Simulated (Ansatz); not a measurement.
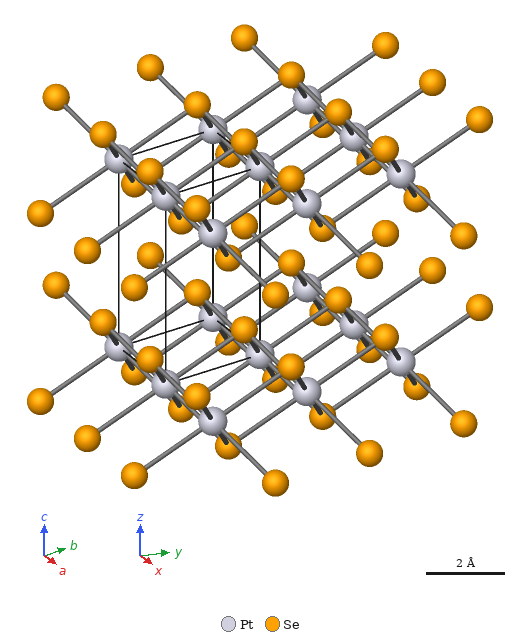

Energy scan for crystalline PtSe2 (P-3m1), in which the cell is strained equally along x and y and separately along z, with the atoms kept at their fractional coordinates. x, y and z are the Cartesian axes of the input. The picture shows the reference cell. The picture is a ball-and-stick view of the cell of the calculation, repeated 2 × 2 × 1 with one cell outlined, seen slightly off an axis.

Computed with DFT PBE, scalar-relativistic, plane waves, PAW in Ansatz 0.2.0. Set-up: plane-wave cutoff 420 eV; k-point mesh 12 × 12 × 10; occupations gaussian; smearing width 0.15 eV; no spin polarisation. Energies (free energies at the smearing named) are counted from the cell as listed in its source, which wasn't relaxed.

The input:
```yaml
crystal:
  lattice:
    - [3.7240006046, 0.0, 0.0]
    - [-1.8620003023, 3.2250791273, 0.0]
    - [0.0, 0.0, 5.062]
  atoms:
    - { symbol: Pt, position: [0.0, 0.0, 0.0] }
    - { symbol: Se, position: [0.3333333333, 0.6666666667, 0.25] }
    - { symbol: Se, position: [0.6666666667, 0.3333333333, 0.75] }
basis:
  ecutwfc: 420
kpoints:
  mp_grid: { grid: [12, 12, 10] }
hamiltonian:
  xc: pbe
scf:
  occupations: { method: gaussian, width: 0.15 }
output:
  forces: true
  stress: true
  eigenvalues: true
  write_density: true
  write_potential: true
  elf: true
  volumetric_format: npy
```

Launched with:
```bash
ansatz run input.yaml --threads 1 --pin off --max-ram 2560MiB --backend cpu --events-out ev --progress --plain --runs-dir out
```

### What energies does the calculation give on a grid with rows −0.030, −0.015, 0.000, 0.015, 0.030 and columns −0.030, −0.015, 0.000, 0.015, 0.030 (strain along x and y; strain along z)?

Rows: strain along x and y; columns: strain along z; values in meV/atom.

```csv
,−0.030,−0.015,0.000,0.015,0.030
−0.030,164.1,133.2,106.3,83.4,64.2
−0.015,84.0,60.7,41.2,25.3,12.9
0.000,29.6,13.0,0.0,−9.7,−16.3
0.015,−2.1,−12.7,−20.2,−24.5,−26.0
0.030,−13.8,−19.3,−21.8,−21.5,−18.6
```

In pairs of (strain along x and y; strain along z): the lowest computed point lies at (0.015, 0.030) (−26.0 meV/atom), the highest at (−0.030, −0.030) (164.1 meV/atom). It lies on the edge of the grid, so the true minimum may be outside the range scanned. The pressure runs from −3.2 GPa at (0.030, 0.030) to 23.7 GPa at (−0.030, −0.030).

As a map, interpolated between the computed points (dots):

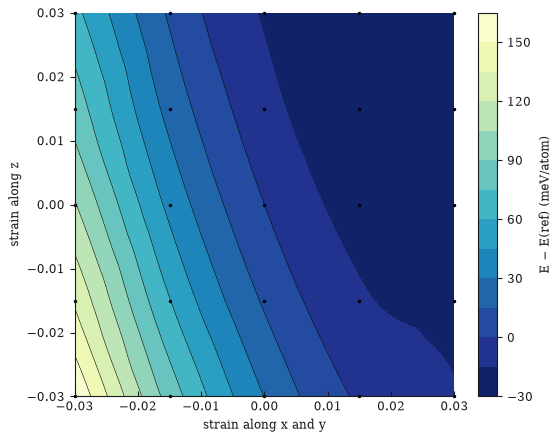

Limits of the set-up: layers or molecules are held without a dispersion correction, so their spacing is unreliable.
